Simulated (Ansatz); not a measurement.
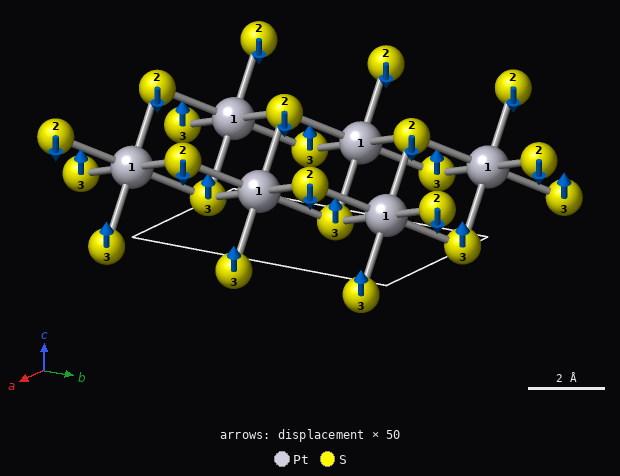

This is a relaxation of a slab of composition PtS$_{2}$. The starting structure is drawn; blue arrows show the displacements (the part carried along by the change of the cell is left out), 50 times their true length.

Style: ball-and-stick. Shown: the 1 × 2 repeat of the cell, outlined in the plane, without the vacuum, from a free direction.

These are results of DFT, LDA, plane waves, PAW (Ansatz 0.2.0), not measurements.

Input file:
```yaml
crystal:
  lattice:
    - [3.5754545132, 0.0, 0.0]
    - [-1.7877272566, 3.0964344385, 0.0]
    - [0.0, 0.0, 29.6849614792]
  atoms:
    - { symbol: Pt, position: [0.0, 0.0, 0.3031838194] }
    - { symbol: S, position: [0.3333333333, 0.6666666667, 0.3445564018] }
    - { symbol: S, position: [0.6666666667, 0.3333333333, 0.261811237] }
  periodic: [true, true, false]
kpoints:
  mp_grid: { grid: [12, 12, 1] }
hamiltonian:
  xc: lda
scf:
  occupations: { method: fermi_dirac, width: 0.02 }
relax:
  f_tol: 0.005
  cell: {}
output:
  write_density: true
  write_potential: true
  elf: true
  volumetric_format: npy
```

### What did the optimiser do to the structure, and how much energy did it gain?

The largest moves, 0.016 Å, are those of S2 and S3. S3 goes along the normal (+c). Pt stays in place. In the plane the drawn cell goes a 3.575 → 3.513 Å (−1.7 %), b 7.151 → 7.026 Å (−1.7 %). Some distances before and after: Pt1–S2 2.402 → 2.363 Å. Over 3 accepted moves (4 points after the start) the energy falls by 59.3 meV per cell of the calculation. The largest force component goes from 0.66 to 0.00047 eV/Å. The SCF was repeated once at an unchanged geometry on a basis and grid sized afresh for the cell, which shifted the energy by 0.3 meV per cell of the calculation at most.
